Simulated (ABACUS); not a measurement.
# Run report: GaAs, band-structure run

GaAs (F-43m, 2 atoms in the cell), computed with Kohn-Sham DFT of a periodic cell, LDA-PW92, GBRV ultrasoft 1.5 LDA, no spin polarisation (ABACUS 3.10.1).

The structure derives from an entry of the Crystallography Open Database. It belongs to a series of runs on one base structure; here: bands on the converged density.

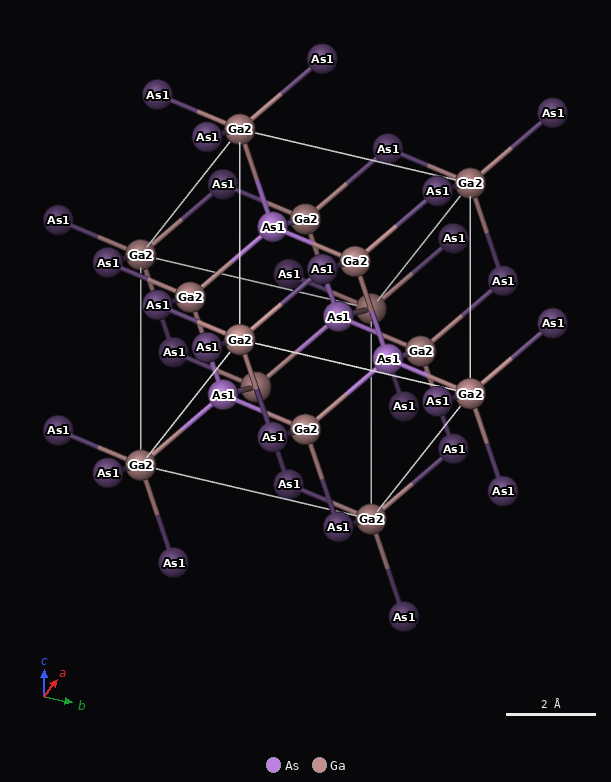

**Figure 1.** The structure as given in the input (ball-and-stick view of the cell 4 times as large as that of the calculation, set on its symmetry axes, seen at an oblique angle; neighbours outside the cell are drawn fainter; atoms are numbered from 1 in the order of the input).

The input
```
INPUT_PARAMETERS
suffix              GaAs
calculation         nscf
basis_type          pw
pseudo_dir          ./
symmetry            -1
dft_functional      LDA_X+LDA_C_PW
ecutwfc             40.0
pseudo_rcut         10
nspin               1
nbands              22
ks_solver           dav
smearing_method     fd
smearing_sigma      0.00367493
scf_thr             1e-08
scf_nmax            100
mixing_type         broyden
mixing_beta         0.7
ecutrho             320.0
init_chg            file
pw_diag_thr         1e-07
out_band            1
kpar                4
```

File STRU
```
ATOMIC_SPECIES
As 74.9216 as_lda_v1.uspp.F.UPF
Ga 69.7230 ga_lda_v1.4.uspp.F.UPF

LATTICE_CONSTANT
7.5546896700

LATTICE_VECTORS
0.0000000000 0.7071067812 0.7071067812
0.7071067812 0.0000000000 0.7071067812
0.7071067812 0.7071067812 0.0000000000

ATOMIC_POSITIONS
Cartesian

As
0.0
1
1.0606601718 1.0606601718 1.0606601718 1 1 1

Ga
0.0
1
0.0000000000 0.0000000000 0.0000000000 1 1 1
```

File KPT
```
K_POINTS
12
Line
0.00000000 0.00000000 0.00000000 10 // G
0.50000000 0.00000000 0.50000000 10 // X
0.50000000 0.25000000 0.75000000 10 // W
0.37500000 0.37500000 0.75000000 10 // K
0.00000000 0.00000000 0.00000000 10 // G
0.50000000 0.50000000 0.50000000 10 // L
0.62500000 0.25000000 0.62500000 10 // U
0.50000000 0.25000000 0.75000000 10 // W
0.50000000 0.50000000 0.50000000 10 // L
0.37500000 0.37500000 0.75000000 1 // K
0.62500000 0.25000000 0.62500000 10 // U
0.50000000 0.00000000 0.50000000 1 // X
```

Launch command:
```bash
OMP_NUM_THREADS=1 mpirun -np 4 abacus > log
```

Log
```
ABACUS v3.10.1

               Atomic-orbital Based Ab-initio Computation at UStc

 ------------------------------------------------------------------------------------

 READING GENERAL INFORMATION
                           global_out_dir = OUT.GaAs/
                           global_in_card = INPUT
                               pseudo_dir = ./
                              orbital_dir =
                                    DSIZE = 4
                                    GSIZE = 1

 READING UNITCELL INFORMATION
                                    ntype = 2
                  lattice constant (Bohr) = 7.55469
              lattice constant (Angstrom) = 3.99777

 READING ATOM TYPE 1
                               atom label = As
                      L=0, number of zeta = 1
                      L=1, number of zeta = 1
                      L=2, number of zeta = 1
             number of atom for this type = 1

 READING ATOM TYPE 2
                               atom label = Ga
                      L=0, number of zeta = 1
                      L=1, number of zeta = 1
                      L=2, number of zeta = 1
             number of atom for this type = 1

                        TOTAL ATOM NUMBER = 2
CARTESIAN COORDINATES ( UNIT =       7.554689670000 Bohr ).
    atom                   x                   y                   z     mag                  vx                  vy                  vz
tauc_As1            1.0606601718        1.0606601718        1.0606601718  0.0000        0.0000000000        0.0000000000        0.0000000000
tauc_Ga1            0.0000000000        0.0000000000        0.0000000000  0.0000        0.0000000000        0.0000000000        0.0000000000

                          Volume (Bohr^3) = 304.884
                             Volume (A^3) = 45.1791

 Lattice vectors: (Cartesian coordinate: in unit of a_0)
                   +0           +0.707107           +0.707107
            +0.707107                  +0           +0.707107
            +0.707107           +0.707107                  +0
 Reciprocal vectors: (Cartesian coordinate: in unit of 2 pi/a_0)
            -0.707107           +0.707107           +0.707107
            +0.707107           -0.707107           +0.707107
            +0.707107           +0.707107           -0.707107
 The esolver type has been set to : ksdft_pw

                PAO radial cut off (Bohr) = 10

 Read in pseudopotential file is as_lda_v1.uspp.F.UPF
                     pseudopotential type = US
          exchange-correlation functional = PZ
                 nonlocal core correction = 1
                        valence electrons = 5
                                     lmax = 2
                           number of zeta = 2
                     number of projectors = 6
                           L of projector = 0
                           L of projector = 0
                           L of projector = 1
                           L of projector = 1
                           L of projector = 2
                           L of projector = 2
 XC functional updated to : LDA_X+LDA_C_PW
          exchange-correlation functional = LDA_X+LDA_C_PW
                PAO radial cut off (Bohr) = 10

 Read in pseudopotential file is ga_lda_v1.4.uspp.F.UPF
                     pseudopotential type = US
          exchange-correlation functional = PZ
                 nonlocal core correction = 1
                        valence electrons = 19
                                     lmax = 2
                           number of zeta = 4
                     number of projectors = 6
                           L of projector = 0
                           L of projector = 0
                           L of projector = 1
                           L of projector = 1
                           L of projector = 2
                           L of projector = 2
 XC functional updated to : LDA_X+LDA_C_PW
          exchange-correlation functional = LDA_X+LDA_C_PW
     initial pseudo atomic orbital number = 16

 SETUP THE ELECTRONS NUMBER
            electron number of element As = 5
      total electron number of element As = 5
            electron number of element Ga = 19
      total electron number of element Ga = 19
            AUTOSET number of electrons:  = 24
                           occupied bands = 12
                                   NBANDS = 22
                                   NLOCAL = 18

%%%%%%%%%%%%%%%%%%%%%%%%%%%%%%%%%%%%%%%%%%%%%%%%%%%%%%%%%%%%%%%%%%%%%%%%%%%%%%%%%%%%%%%%%%%%%%%%%%%%%%%%%%
 Warning: the number of valence electrons in pseudopotential > 3 for Ga: [Ar] 3d10 4s2 4p1
 Pseudopotentials with additional electrons can yield (more) accurate outcomes, but may be less efficient.
 If you're confident that your chosen pseudopotential is appropriate, you can safely ignore this warning.
%%%%%%%%%%%%%%%%%%%%%%%%%%%%%%%%%%%%%%%%%%%%%%%%%%%%%%%%%%%%%%%%%%%%%%%%%%%%%%%%%%%%%%%%%%%%%%%%%%%%%%%%%%

 SETUP THE PLANE WAVE BASIS
 energy cutoff for charge/potential (unit:Ry) = 160
            fft grid for charge/potential = [ 32, 32, 32 ]
                        fft grid division = [ 1, 1, 1 ]
        big fft grid for charge/potential = [ 45, 45, 45 ]
                                     nbxx = 91125
                                     nrxx = 32768

 SETUP PLANE WAVES FOR CHARGE/POTENTIAL
                    number of plane waves = 10417
                         number of sticks = 637

 PARALLEL PW FOR CHARGE/POTENTIAL
     PROC   COLUMNS(POT)             PW
        1            637          10417
 --------------- sum -------------------
        1            637          10417
                            number of |g| = 156
                                  max |g| = 230
                                  min |g| = 0

 energy cutoff for dense charge/potential (unit:Ry) = 320
      fft grid for dense charge/potential = [ 45, 45, 45 ]
                                     nrxx = 91125

 SETUP PLANE WAVES FOR dense CHARGE/POTENTIAL
                    number of plane waves = 29603
                         number of sticks = 1261

 PARALLEL PW FOR dense CHARGE/POTENTIAL
     PROC   COLUMNS(POT)             PW
        1           1261          29603
 --------------- sum -------------------
        1           1261          29603
                            number of |g| = 311
                                  max |g| = 461.5
                                  min |g| = 0

----------- Double Check Mixing Parameters Begin ------------
mixing_type: broyden
mixing_beta: 0.7
mixing_gg0: 1
mixing_gg0_min: 0.1
mixing_ndim: 8
----------- Double Check Mixing Parameters End ------------

 SETUP K-POINTS
                                    nspin = 1
                                   nkstot = 102
K-POINTS DIRECT COORDINATES
 KPOINTS    DIRECT_X    DIRECT_Y    DIRECT_Z  WEIGHT
       1  0.00000000  0.00000000  0.00000000  1.0000
       2  0.05000000  0.00000000  0.05000000  1.0000
       3  0.10000000  0.00000000  0.10000000  1.0000
       4  0.15000000  0.00000000  0.15000000  1.0000
       5  0.20000000  0.00000000  0.20000000  1.0000
       6  0.25000000  0.00000000  0.25000000  1.0000
       7  0.30000000  0.00000000  0.30000000  1.0000
       8  0.35000000  0.00000000  0.35000000  1.0000
       9  0.40000000  0.00000000  0.40000000  1.0000
      10  0.45000000  0.00000000  0.45000000  1.0000
      11  0.50000000  0.00000000  0.50000000  1.0000
      12  0.50000000  0.02500000  0.52500000  1.0000
      13  0.50000000  0.05000000  0.55000000  1.0000
      14  0.50000000  0.07500000  0.57500000  1.0000
      15  0.50000000  0.10000000  0.60000000  1.0000
      16  0.50000000  0.12500000  0.62500000  1.0000
      17  0.50000000  0.15000000  0.65000000  1.0000
      18  0.50000000  0.17500000  0.67500000  1.0000
      19  0.50000000  0.20000000  0.70000000  1.0000
      20  0.50000000  0.22500000  0.72500000  1.0000
      21  0.50000000  0.25000000  0.75000000  1.0000
      22  0.48750000  0.26250000  0.75000000  1.0000
      23  0.47500000  0.27500000  0.75000000  1.0000
      24  0.46250000  0.28750000  0.75000000  1.0000
      25  0.45000000  0.30000000  0.75000000  1.0000
      26  0.43750000  0.31250000  0.75000000  1.0000
      27  0.42500000  0.32500000  0.75000000  1.0000
      28  0.41250000  0.33750000  0.75000000  1.0000
      29  0.40000000  0.35000000  0.75000000  1.0000
      30  0.38750000  0.36250000  0.75000000  1.0000
[... 72 further k points ...]

           k-point number in this process = 26
       minimum distributed K point number = 25

[... K-POINTS CARTESIAN COORDINATES: 26 rows ...]

[... K-POINTS DIRECT COORDINATES: 26 rows ...]

 SETUP PLANE WAVES FOR WAVE FUNCTIONS
     energy cutoff for wavefunc (unit:Ry) = 40
              fft grid for wave functions = [ 32, 32, 32 ]
                    number of plane waves = 1807
                         number of sticks = 199

 PARALLEL PW FOR WAVE FUNCTIONS
     PROC   COLUMNS(POT)             PW
        1            199           1807
 --------------- sum -------------------
        1            199           1807

 SETUP NONLOCAL PSEUDOPOTENTIALS IN PLANE WAVE BASIS
 As non-local projectors:
 projector 1 L=0
 projector 2 L=0
 projector 3 L=1
 projector 4 L=1
 projector 5 L=2
 projector 6 L=2
 Ga non-local projectors:
 projector 1 L=0
 projector 2 L=0
 projector 3 L=1
 projector 4 L=1
 projector 5 L=2
 projector 6 L=2
      TOTAL NUMBER OF NONLOCAL PROJECTORS = 36

 Init Non-Local PseudoPotential table :
 Init Non-Local-Pseudopotential done.

                                     npwx = 1316

 Make real space PAO into reciprocal space.
       max mesh points in Pseudopotential = 697
     dq(describe PAO in reciprocal space) = 0.01
                                    max q = 763

 number of pseudo atomic orbitals for As is 2
WARNING: norm of atomic wavefunction # 2 of atomic type As is 0.999965, renormalized

 number of pseudo atomic orbitals for Ga is 4
WARNING: norm of atomic wavefunction # 4 of atomic type Ga is 0.999973, renormalized

 -------------------------------------------
 NONSELF-CONSISTENT
 -------------------------------------------
                                 init_chg = file
 try to read charge from file
 Read in the charge density: OUT.GaAs//GaAs-CHARGE-DENSITY.restart

 PW ALGORITHM --------------- ION=   1  ELEC=   1--------------------------------
 k(1/102) Iter steps (avg)=12 threshold=1e-07
 k(2/102) Iter steps (avg)=12 threshold=1e-07
 k(3/102) Iter steps (avg)=11 threshold=1e-07
 k(4/102) Iter steps (avg)=11 threshold=1e-07
 k(5/102) Iter steps (avg)=10 threshold=1e-07
 k(6/102) Iter steps (avg)=12 threshold=1e-07
 k(7/102) Iter steps (avg)=14 threshold=1e-07
 k(8/102) Iter steps (avg)=22 threshold=1e-07
 k(9/102) Iter steps (avg)=24 threshold=1e-07
 k(10/102) Iter steps (avg)=14 threshold=1e-07
 k(11/102) Iter steps (avg)=14 threshold=1e-07
 k(12/102) Iter steps (avg)=14 threshold=1e-07
 k(13/102) Iter steps (avg)=13 threshold=1e-07
 k(14/102) Iter steps (avg)=15 threshold=1e-07
 k(15/102) Iter steps (avg)=15 threshold=1e-07
 k(16/102) Iter steps (avg)=20 threshold=1e-07
 k(17/102) Iter steps (avg)=27 threshold=1e-07
 k(18/102) Iter steps (avg)=26 threshold=1e-07
 k(19/102) Iter steps (avg)=29 threshold=1e-07
 k(20/102) Iter steps (avg)=28 threshold=1e-07
 k(21/102) Iter steps (avg)=28 threshold=1e-07
 k(22/102) Iter steps (avg)=23 threshold=1e-07
 k(23/102) Iter steps (avg)=19 threshold=1e-07
 k(24/102) Iter steps (avg)=19 threshold=1e-07
 k(25/102) Iter steps (avg)=15 threshold=1e-07
 k(26/102) Iter steps (avg)=15 threshold=1e-07
[... levels at 26 k points of this process ...]

 Density error is 0.00000000000
                          Error Threshold = 1.00000000000e-07
----------------------------------------------------------
     Energy           Rydberg                 eV
----------------------------------------------------------
 E_KohnSham     -454.8583873503      -6188.6658510550
 E_KS(sigma->0) -454.8583234185      -6188.6649812187
 E_Harris       -454.8583873503      -6188.6658510550
 E_band         -43.1558147793       -587.1649828305
 E_one_elec     -407.2757439805      -5541.2707753240
 E_Hartree      211.2289170865       2873.9168547455
 E_xc           -78.9036673910       -1073.5394696139
 E_Ewald        -179.9077652018      -2447.7707211901
 E_entropy(-TS) -0.0001278635        -0.0017396725
 E_descf        0.0000000000         0.0000000000
 E_exx          0.0000000000         0.0000000000
 E_Fermi        0.5266251798         7.1651031553
----------------------------------------------------------

 charge density convergence is achieved
 final etot is -6188.6658511 eV
 EFERMI = 7.1651031553 eV

 STATE ENERGY(eV) AND OCCUPATIONS    NSPIN == 1
 1/26 kpoint (Cartesian) = 0.0000 0.0000 0.0000 (1291 pws)
       1       -86.9790      0.0196078
       2       -86.9790      0.0196078
       3       -86.9790      0.0196078
       4       -7.86817      0.0196078
       5       -7.86817      0.0196078
       6       -7.86817      0.0196078
       7       -7.78833      0.0196078
       8       -7.78833      0.0196078
       9       -5.80462      0.0196078
      10        6.98766      0.0190598
      11        6.98766      0.0190598
      12        6.98766      0.0190598
      13        7.26902     0.00218073
      14        10.6648    7.84546e-33
      15        10.6648    7.84546e-33
      16        10.6648    7.84545e-33
      17        14.3555    6.87608e-65
      18        17.1910        0.00000
      19        17.1910        0.00000
      20        18.4774        0.00000
      21        18.4774        0.00000
      22        18.4774        0.00000

 2/26 kpoint (Cartesian) = 0.0000 0.070711 0.0000 (1307 pws)
       1       -86.9792      0.0196078
       2       -86.9792      0.0196078
       3       -86.9792      0.0196078
       4       -7.87196      0.0196078
       5       -7.86704      0.0196078
       6       -7.86704      0.0196078
       7       -7.78881      0.0196078
       8       -7.78803      0.0196078
       9       -5.76509      0.0196078
      10        6.21974      0.0196078
      11        6.85619      0.0195673
      12        6.85619      0.0195673
      13        8.02984    6.04550e-10
      14        10.5137    1.61176e-31
      15        10.8446    2.15097e-34
      16        10.8446    2.15097e-34
      17        14.5976    5.42207e-67
      18        16.5103    1.32211e-83
      19        17.2323        0.00000
      20        18.5639        0.00000
      21        18.5639        0.00000
      22        18.9690        0.00000

 3/26 kpoint (Cartesian) = 0.0000 0.14142 0.0000 (1299 pws)
       1       -86.9791      0.0196078
       2       -86.9791      0.0196078
       3       -86.9791      0.0196078
       4       -7.88234      0.0196078
       5       -7.86366      0.0196078
       6       -7.86366      0.0196078
       7       -7.79021      0.0196078
       8       -7.78707      0.0196078
       9       -5.64778      0.0196078
      10        5.33830      0.0196078
      11        6.52688      0.0196078
      12        6.52688      0.0196078
      13        8.86172    3.59587e-17
      14        10.1636    1.77020e-28
      15        11.3183    1.65249e-38
      16        11.3183    1.65249e-38
      17        15.1684    5.98012e-72
      18        15.5539    2.68069e-75
      19        17.3561        0.00000
      20        18.8241        0.00000
      21        18.8241        0.00000
      22        19.5342        0.00000

 4/26 kpoint (Cartesian) = 0.0000 0.21213 0.0000 (1307 pws)
       1       -86.9794      0.0196078
       2       -86.9791      0.0196078
       3       -86.9791      0.0196078
       4       -7.89734      0.0196078
       5       -7.85838      0.0196078
       6       -7.85838      0.0196078
       7       -7.79269      0.0196078
       8       -7.78560      0.0196078
       9       -5.45630      0.0196078
      10        4.47175      0.0196078
      11        6.11072      0.0196078
      12        6.11072      0.0196078
      13        9.42689    4.43396e-22
      14        9.89465    3.83595e-26
      15        11.9724    3.43895e-44
      16        11.9724    3.43895e-44
      17        14.6005    5.12374e-67
      18        16.1511    1.74040e-80
      19        17.5621        0.00000
      20        19.2592        0.00000
      21        19.2592        0.00000
      22        20.0224        0.00000

 5/26 kpoint (Cartesian) = 0.0000 0.28284 0.0000 (1307 pws)
       1       -86.9794      0.0196078
       2       -86.9791      0.0196078
       3       -86.9791      0.0196078
       4       -7.91457      0.0196078
       5       -7.85162      0.0196078
       6       -7.85162      0.0196078
       7       -7.79606      0.0196078
       8       -7.78375      0.0196078
       9       -5.19633      0.0196078
      10        3.62758      0.0196078
      11        5.68363      0.0196078
      12        5.68363      0.0196078
      13        9.20115    4.05122e-20
      14        10.1467    2.48264e-28
      15        12.7280    9.40875e-51
      16        12.7280    9.40874e-51
      17        14.1690    2.86390e-63
      18        17.1649    2.72631e-89
      19        17.8498        0.00000
      20        19.8703        0.00000
      21        19.8703        0.00000
      22        20.5653        0.00000

 6/26 kpoint (Cartesian) = 0.0000 0.35355 0.0000 (1299 pws)
       1       -86.9792      0.0196078
       2       -86.9791      0.0196078
       3       -86.9791      0.0196078
       4       -7.93196      0.0196078
       5       -7.84401      0.0196078
       6       -7.84401      0.0196078
       7       -7.80003      0.0196078
       8       -7.78169      0.0196078
       9       -4.87596      0.0196078
      10        2.81220      0.0196078
      11        5.28697      0.0196078
      12        5.28697      0.0196078
      13        8.86014    3.71124e-17
      14        10.1280    3.60744e-28
      15        13.5405    8.24484e-58
      16        13.5405    8.24483e-58
      17        14.3185    1.44111e-64
      18        18.2179        0.00000
      19        18.2498        0.00000
      20        20.6565        0.00000
      21        20.6565        0.00000
      22        21.2287        0.00000

[... levels at 20 further k points ...]

 --------------------------------------------
 !FINAL_ETOT_IS -6188.665851054992 eV
 --------------------------------------------

 Output bands in file: OUT.GaAs/BANDS_1.dat
```

Summary

- outcome: converged
- space group (tolerance 0.01 Å): F-43m (216)
- electrons treated: 24
- Fermi energy of the self-consistent step: 7.158 eV
- gap on the band path: 0.28 eV
- hardware: 4 threads of Intel Xeon (Sapphire Rapids), 16 GiB of memory available, shared host
- wall time: 4.8 s (CPU time 19 s)
- peak memory: 0.68 GiB
